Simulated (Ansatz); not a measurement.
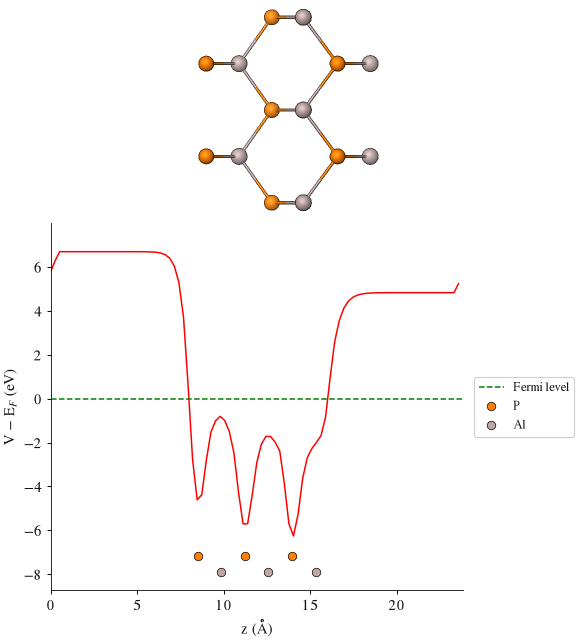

Plane-averaged electrostatic potential energy of an electron across the slab; circles at the bottom mark the heights of the atoms (positions after relaxation). The structure is drawn too.

System: a (100) slab cut from AlP (F-43m), ended by Al above and P below, 6 atoms in the cell. Starting structure of the relaxation:

```cif
data_structure
_symmetry_space_group_name_H-M 'P 1'
_symmetry_Int_Tables_number 1
_cell_length_a 3.8739
_cell_length_b 3.8739
_cell_length_c 23.8482
_cell_angle_alpha 90.000
_cell_angle_beta 90.000
_cell_angle_gamma 90.000
_cell_volume 357.89
loop_
_atom_site_label
_atom_site_type_symbol
_atom_site_fract_x
_atom_site_fract_y
_atom_site_fract_z
_atom_site_occupancy
P1 P 0.00000 0.50000 0.35642 1
Al1 Al 0.50000 0.50000 0.41385 1
P2 P 0.50000 0.00000 0.47128 1
Al2 Al 0.00000 0.00000 0.52872 1
P3 P 0.00000 0.50000 0.58615 1
Al3 Al 0.50000 0.50000 0.64358 1
```

Computed with Ansatz 0.2.0: DFT r2SCAN, scalar-relativistic, plane waves, PAW, no spin polarisation, 7×7×1 k mesh, 500 eV cutoff.

Question: What is the work function?

Answer: The work function is 4.83 eV at the right face and 6.70 eV at the left.

Question: How thick are slab and vacuum?

Answer: The outermost atoms are 6.8 Å apart, which leaves 17.0 Å of vacuum in a cell 23.8 Å high.

Question: Do the two faces differ, and what does that say about the slab's dipole?

Answer: The vacuum level is 1.87 eV higher at the left than at the right, so the slab carries a dipole along its normal; the ramp in the vacuum, at or near the edge of the plot, is the dipole correction that keeps each side flat. Some atoms were held fixed in the relaxation, which can itself make the faces differ.
